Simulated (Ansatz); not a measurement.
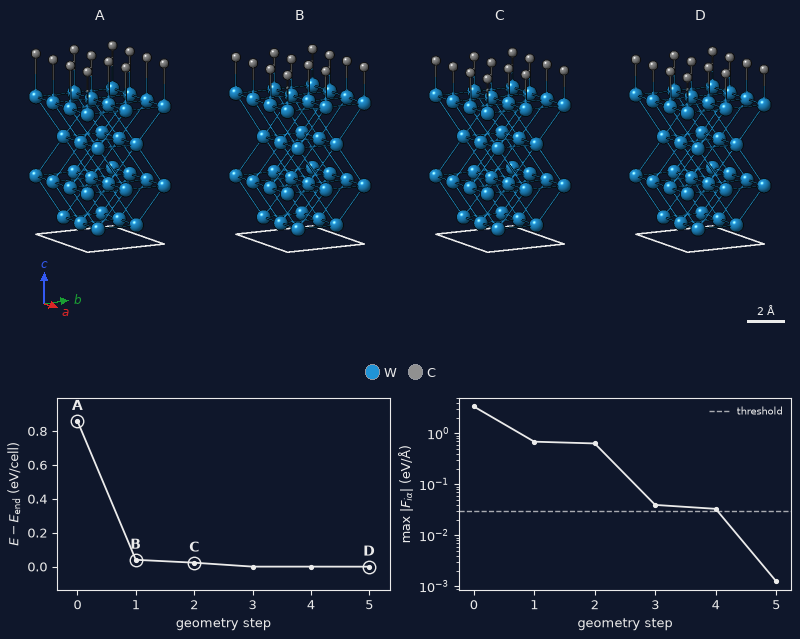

Frames of a constrained relaxation of a slab of composition W₄C (cut from the Im-3m phase), marked on the history of the run. A ball-and-stick model of the 3 × 2 repeat of the cell, outlined in the plane, without the vacuum, seen slightly off an axis.

Case: C put at a top W site. The slab is the (1 1 0) face of W with C on it. 2 atoms are held fixed.

All numbers below come from Ansatz, DFT PBEsol, scalar-relativistic, plane waves, PAW.

The input:
```yaml
crystal:
  lattice:
    - [2.7317561333, 0.0, 0.0]
    - [-0.9105853778, 2.5755243819, 0.0]
    - [0.0, 0.0, 25.6914086283]
  atoms:
    - { symbol: W, position: [0.5, 0.5, 0.330849901] }
    - { symbol: W, position: [0.0, 0.0, 0.4176676218] }
    - { symbol: W, position: [0.5, 0.5, 0.5045572484] }
    - { symbol: W, position: [0.0, 0.0, 0.5882011995] }
    - { symbol: C, position: [0.0, 0.0, 0.6808391717] }
basis:
  ecutwfc: 420
kpoints:
  mp_grid: { grid: [11, 11, 1] }
hamiltonian:
  xc: pbesol
scf:
  occupations: { method: gaussian, width: 0.1 }
output:
  forces: true
  eigenvalues: true
relax:
  adjacent_minimum: "off"
  f_tol: 0.03
  max_steps: 70
  constraints: [{ sites: [0, 1] }]
efield:
  axis: 3
  dipole_correction: true
  ramp_width: 0.04
```

Command:
```bash
ansatz run input.yaml --threads 1 --pin off --max-ram 2560MiB --backend cpu --events-out ev --progress --plain --runs-dir out
```

**Describe the path.**

Over 5 geometry steps the energy falls by 0.859 eV per cell of the calculation. Largest force component: 3.4 eV/Å at the start, 0.0013 eV/Å at the end. C5 moves most: 0.33 Å along the normal (−c). By element the largest moves are C 0.33 Å, W 0.10 Å. The lattice vectors keep their values. Some distances before and after: W4–C5 2.380 → 1.956 Å, W3–W4 2.666 → 2.759 Å, W3–W4 (another image) 3.097 → 3.178 Å, W2–W3 2.733 → 2.720 Å. From step 0 to 1: C5 moves most (0.19 Å), energy −0.819 eV per cell of the calculation. From step 1 to 2: C5 moves most (0.19 Å), energy −17.0 meV per cell of the calculation. From step 2 to 5: C5 moves most (0.06 Å), energy −23.5 meV per cell of the calculation.

```tsv
step	E − E(0), meV/atom	largest force component, eV/Å
0	0.00	3.3842
1	-163.77	0.6904
2	-167.17	0.6372
3	-171.83	0.0397
4	-171.83	0.0332
5	-171.88	0.0013
```

Limits of the set-up: the periodic images lie only 2.7 Å apart, so the values are limited by the cell's size.
